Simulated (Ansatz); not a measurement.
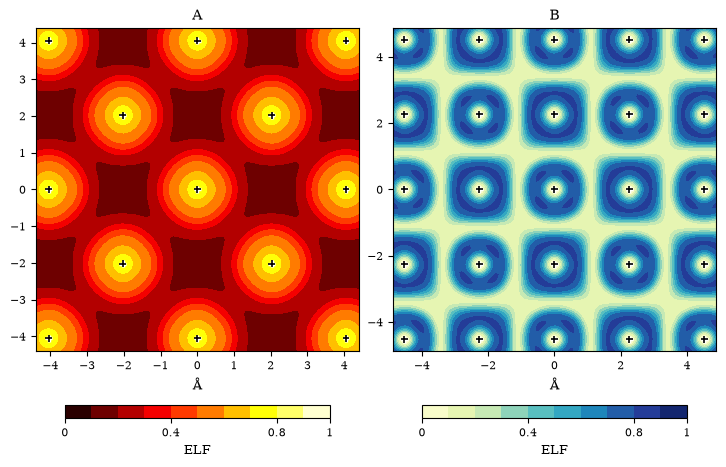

The electron localisation function of 2 systems, each on a plane through atoms (crosses mark nuclei in the plane).

All numbers below come from Ansatz, DFT LDA, scalar-relativistic, plane waves, PAW.

System 1: ZrN, the (001) plane of the conventional cell. Space group Fm-3m; computed without spin polarisation.

```
CELL_PARAMETERS angstrom
4.52456 0.00000 0.00000
0.00000 4.52456 0.00000
0.00000 0.00000 4.52456
ATOMIC_POSITIONS crystal
Zr 0.00000 0.00000 0.00000
Zr 0.50000 0.50000 0.00000
Zr 0.50000 0.00000 0.50000
Zr 0.00000 0.50000 0.50000
N 0.50000 0.00000 0.00000
N 0.00000 0.50000 0.00000
N 0.00000 0.00000 0.50000
N 0.50000 0.50000 0.50000
```

System 2: Au, the (100) plane of the conventional cell. Space group Fm-3m; computed without spin polarisation.

```cif
data_structure
_symmetry_space_group_name_H-M 'P 1'
_symmetry_Int_Tables_number 1
_cell_length_a 4.0480
_cell_length_b 4.0480
_cell_length_c 4.0480
_cell_angle_alpha 90.000
_cell_angle_beta 90.000
_cell_angle_gamma 90.000
_cell_volume 66.33
loop_
_atom_site_label
_atom_site_type_symbol
_atom_site_fract_x
_atom_site_fract_y
_atom_site_fract_z
_atom_site_occupancy
Au1 Au 0.00000 0.00000 0.00000 1
Au2 Au 0.50000 0.50000 0.00000 1
Au3 Au 0.50000 0.00000 0.50000 1
Au4 Au 0.00000 0.50000 0.50000 1
```

Which map belongs to which system?

Answer. Panel A is system 2, Au: the plane holds Au. Au–Au (2.86 Å): the ELF is about 0.20 at the midpoint (no localised pair shows between them). Panel B is system 1, ZrN: the plane holds Zr and N. Zr–N (2.26 Å): the ELF peaks at about 0.80 in the valence shell of N, 0.7 Å from its nucleus, and drops to about 0.15 between the two atoms; no shared electron pair shows on this line.
